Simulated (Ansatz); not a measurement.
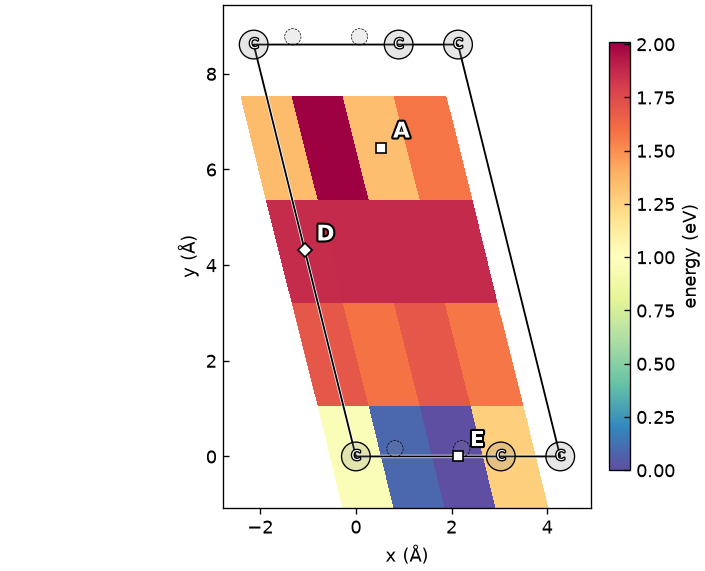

Cl on a C(111) slab cut from the P6/mmm phase, its upper half relaxed before the scan (10 atoms of substrate and one adsorbate in a 1 × 1 cell). 
- Cl is moved over the surface cell; relaxed at each place: the height of the adsorbate's atoms; substrate rigid; the origin of the map has the adsorbate above C9.
- Places are given modulo a cell vector. The map is drawn in real space over the plane of the surface.
- The scan uses a 4 × 4 grid.
- All energies are given in eV relative to the lowest grid point.
- At some places the adsorbate sinks to or below the level of the top layer. With one adsorbate in each 1 × 1 cell, its nearest image is 4.3 Å away, so neighbouring adsorbates interact.
- Computed with DFT PBE, scalar-relativistic, plane waves, PAW in Ansatz 0.2.0. Settings: cutoff 420 eV, k-mesh 7×3×1, gaussian smearing 0.1 eV, no spin polarisation.

Drawn: one coloured cell a grid point, labelled circles for the atoms of the top layer and small ones for the second layer, the outline of one cell of the plane, lettered points.

> Is E the lowest point of the computed grid?

Yes. E, at (2/4, 0/4) of the cell vectors [nearest 1 C at 1.83 Å], has the lowest energy of the grid.

> Rank the lettered points by energy, lowest first.

E (0.00 eV), A (1.34 eV), D (1.86 eV).

PAW datasets: the set soft_1.
